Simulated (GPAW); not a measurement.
The F K edge of atom 2 in NaF (Villiaumite, Fm-3m), with 6 Na at 2.32 Å (octahedral, site symmetry m-3m), was computed in 2 ways: full core hole (charged cell) and no core hole. Program and functional: GPAW, PBE, Gaussian full width 0.9 eV up to 4 eV, rising linearly to 3.5 eV at 25 eV; cells of 2 and 16 atoms (the run without a hole in the smaller).

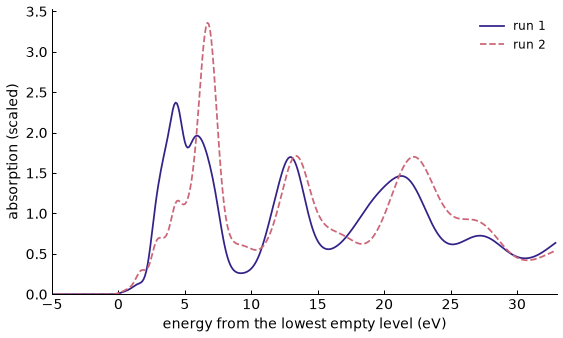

Each run is counted from its own lowest empty level or Fermi level and scaled to a mean of 1 over its first 20 eV.

Q: Which run is which?

Run 1: full core hole (charged cell) (area from −2 to 6 eV 6.8, main maxima 4.3 eV (2.37), 5.9 eV (1.96), 13.0 eV (1.70) and 21.3 eV (1.46)). Run 2: no core hole (area from −2 to 6 eV 4.1, main maxima 6.7 eV (3.36), 13.4 eV (1.71) and 22.2 eV (1.70)). With each curve scaled to its own mean, the area from −2 to 6 eV with the hole is 6.8 against 4.1, and the centre of weight from −1 to 20 eV moves by -0.2 eV: the hole pulls the absorber's empty states down.

[Hosts, paths, dates, database ids (printed as entryN), source tags and the programs' standing remarks are cut or masked in the printed files.]

[Lists of maxima count a maximum above −3 eV only where it reaches 4 % of the highest in the window and stands out from its surroundings by 2 % of it (1.5 % where it reaches 55 %); shoulders and weaker maxima are passed over, and of the rest the first, up to two pre-edge ones and the few strongest are named.]
